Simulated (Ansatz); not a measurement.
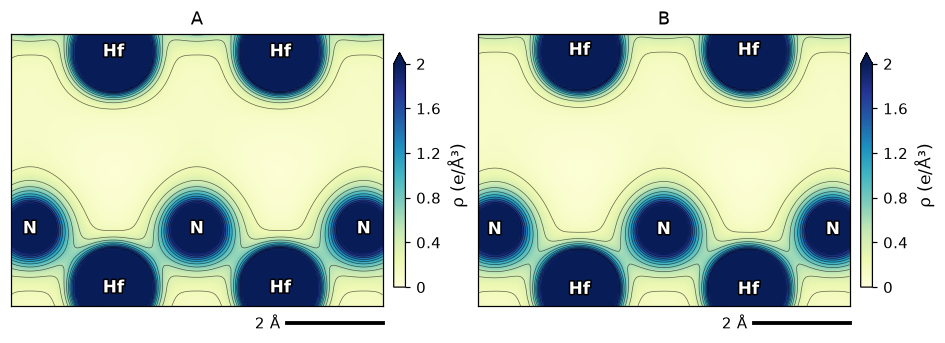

HfN. The valence pseudo-density of two cells that differ in size, on the (11̄0) plane of each (indices in the axes of the calculation cell), at one length scale and on one colour scale: B has 15.7 Å³ an atom and A 15.1.

Theory: Kohn-Sham DFT of a periodic cell, LDA, Ansatz PAW in Ansatz 0.2.0.

The density is the valence pseudo-density of a PAW calculation; it isn't the true density close to the nuclei.

The larger cell:

```xyz
2
Lattice="0.0000 2.5030 2.5030 2.5030 0.0000 2.5030 2.5030 2.5030 0.0000" Properties=species:S:1:pos:R:3 pbc="T T T"
Hf    0.0000    0.0000    0.0000
N     1.2515    1.2515    1.2515
```

The smaller cell: a = 3.495 Å, b = 3.495 Å, c = 3.495 Å, α = 60.00°, β = 60.00°, γ = 60.00°.

> What changes from the larger cell to the smaller?

From the larger cell to the smaller, Hf–N goes from 2.17 to 2.14 Å, and the density at its midpoint from 0.68 to 0.72 e/Å³; the pressure goes from −19 to −13 GPa.
